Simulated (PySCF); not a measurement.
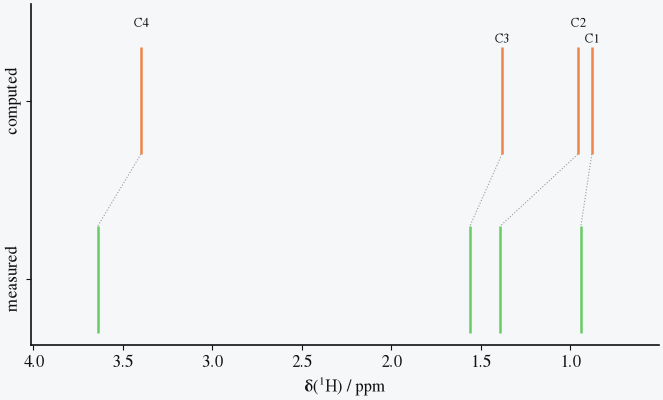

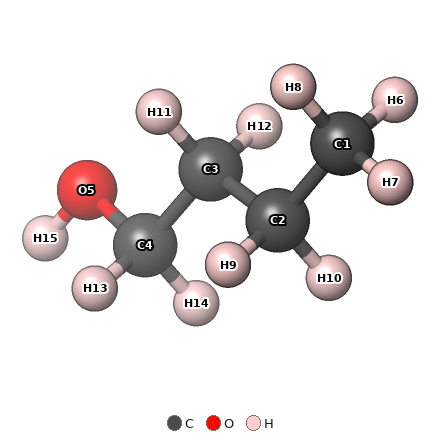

¹H shifts of C₄H₁₀O, SMILES CCCCO against TMS: GIAO PBE0/def2-SVP (PySCF) for one gas-phase conformer (PBE0-D3(BJ)/def2-SVP, like atoms averaged; labels name one atom bearing the H of each set) above, published measurements (solution) below; dotted lines join the same nuclei. Only nuclei with a measured value are shown, one named for each set of like atoms.

**How well does the calculation match?**

Mean error −0.23 ppm, mean absolute error 0.23 ppm; the largest is −0.43 ppm, for H on C2.

**Is the order of the signals reproduced?**

Yes, no dotted lines cross.
